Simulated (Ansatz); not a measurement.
# TiAl₃: what the fields show

Input

```
crystal:
  lattice:
    - [-1.9226734293, 1.9226734293, 4.3114047961]
    - [1.9226734293, -1.9226734293, 4.3114047961]
    - [1.9226734293, 1.9226734293, -4.3114047961]
  atoms:
    - { symbol: Ti, position: [0.0037793501, 0.0037793501, 0.0] }
    - { symbol: Al, position: [0.4930417111, 0.4930417111, 0.0] }
    - { symbol: Al, position: [0.7501267383, 0.2501267383, 0.5] }
    - { symbol: Al, position: [0.2501267383, 0.7501267383, 0.5] }
basis:
  ecutwfc: 420
kpoints:
  mp_grid: { grid: [18, 18, 18] }
hamiltonian:
  xc: pbe
scf:
  occupations: { method: gaussian, width: 0.15 }
output:
  forces: true
  stress: true
  eigenvalues: true
  write_density: true
  write_potential: true
  elf: true
  volumetric_format: npy
```

Command:

```sh
ansatz run input.yaml --threads 2 --pin off --max-ram 5120MiB --backend cpu --events-out ev --progress --plain --runs-dir out
```

Below, planes, directions and counts refer to the conventional cell (a = 3.85 Å, b = 3.85 Å, c = 8.62 Å, α = 90.00°, β = 90.00°, γ = 90.00°).

Space group I4mm; a structure from a database of computed crystals, not necessarily the ambient phase; computed without spin polarisation.

Level of theory: Ansatz 0.2.0, DFT PBE, scalar-relativistic, plane waves, PAW.

Core electrons are frozen (PAW), and the valence fields are smoothed inside the atomic spheres.

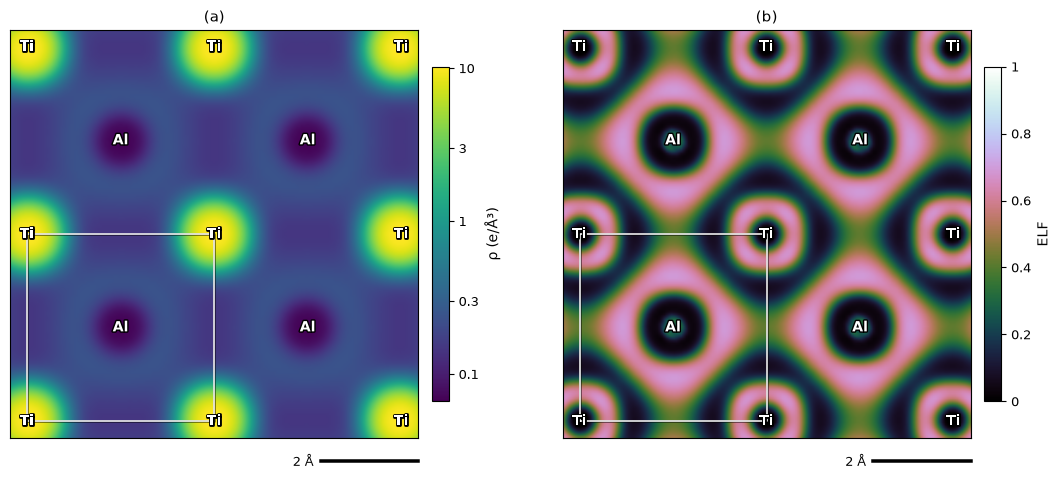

Figure 1. (a) valence electron density; (b) ELF on the (001) plane of the conventional cell.

### What do the fields say about this system?

Atoms in the plane: Ti and Al. Ti–Al (2.72 Å): the density is about 0.23 e/Å³ at the midpoint; the ELF is about 0.35 at the midpoint. Between the atoms the lowest density in this plane is 0.15 e/Å³. The features right at Ti lie inside the PAW spheres, where the map follows smoothed inner orbitals and isn't to be read closely.

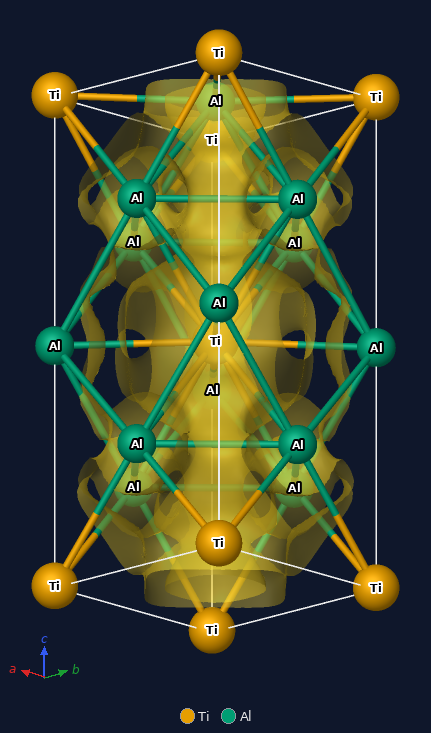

Figure 2. Isosurface of the electron localisation function at 0.55 (yellow), seen at an oblique angle. Only the valence region is drawn (cores and ρ < 0.01 e/Å³ removed). Sticks mark near contacts.

### What do the ELF domains correspond to?

The surface consists of one network that runs through the whole crystal, counted in one cell of 8 atoms. Regions shared between cells count once. Profiles from the grid: Al–Al (2.72 Å): the ELF peaks at about 0.70 between the atoms.

### Does the calculation make it a metal, or give it a gap?

It is gapless in this calculation (a metal or semimetal).
